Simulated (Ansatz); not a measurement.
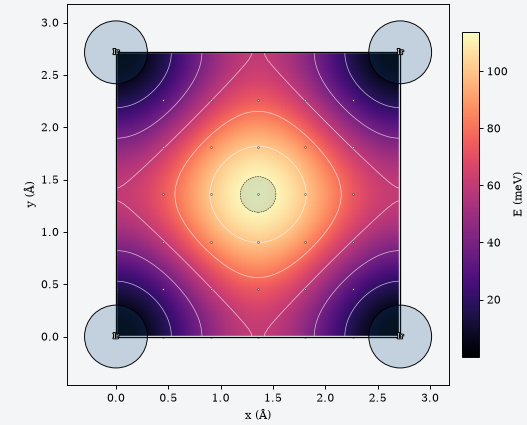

O on an Ir(100) slab cut from the Fm-3m phase, its upper half relaxed before the scan (12 atoms of substrate and one adsorbate in a 2 × 2 cell). O is moved over the surface cell at a fixed height above a rigid substrate; the origin of the map has the adsorbate above Ir9; the height is held at 3.30 Å. Places are given modulo a cell vector. The map is drawn in real space over the plane of the surface. The scan uses a 6 × 6 grid; 10 points were computed and 26 follow by symmetry. Places are given in fractions of the 1 × 1 surface cell. Energies: meV, counted from the lowest grid point. The runs have no spin polarisation, so an open-shell adsorbate far from the surface lies too high. At a fixed height the lowest place need not be the adsorption site. This map comes from DFT PBE+D3(BJ), scalar-relativistic, plane waves, PAW in Ansatz 0.2.0. Settings: cutoff 420 eV, k-mesh 5×5×1, gaussian smearing 0.1 eV, no spin polarisation.

Drawn: a smooth colour map with a few white contour lines, dots at the grid points, labelled circles for the atoms of the top layer and small ones for the second layer, the outline of one cell of the plane. Between grid points the surface is interpolated.

The lowest grid point is at the top site over a surface Ir atom, (0/6, 0/6) of the cell vectors. No other kind of well shows on this grid. The highest grid point, a fourfold hollow over a second-layer Ir atom, (3/6, 3/6) of the cell vectors, lies 114 meV above the lowest. On the interpolated surface the easiest way out of the lowest well to its copy in the next cell or period passes a barrier of about 60 meV. At the lowest point the adsorbate has 1 Ir at 3.30 Å as nearest neighbours, at the highest 4 Ir at 3.82 Å.

The scan is repeated with another setting: the height is held at 2.50 Å; all else is set up alike.

Q: What will the new map look like?

A: The lowest place stays at the top site over a surface Ir atom, (0/6, 0/6) of the cell vectors. The span from the lowest to the highest grid point grows from 114 to 542 meV. The easiest pass out of the lowest well goes from about 60 to about 300 meV on the interpolated surfaces. In the new map: at the lowest point the adsorbate has 1 Ir at 2.50 Å as nearest neighbours, at the highest 4 Ir at 3.15 Å.

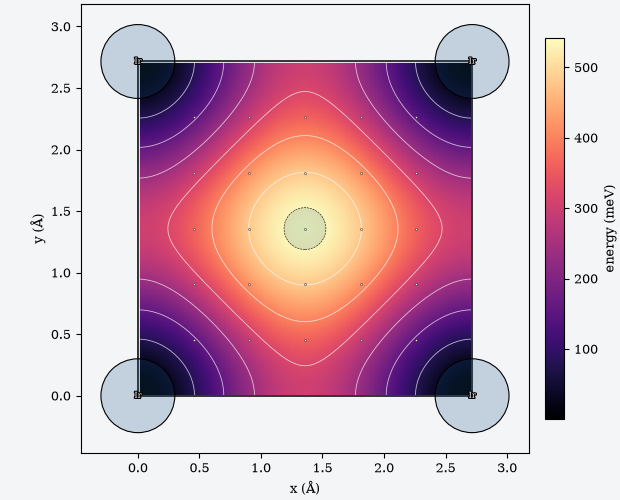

The map after the change, on a colour scale of its own. Drawn: a smooth colour map with a few white contour lines, dots at the grid points, labelled circles for the atoms of the top layer and small ones for the second layer, the outline of one cell of the plane. Between grid points the surface is interpolated.

PAW datasets: the set soft_1.
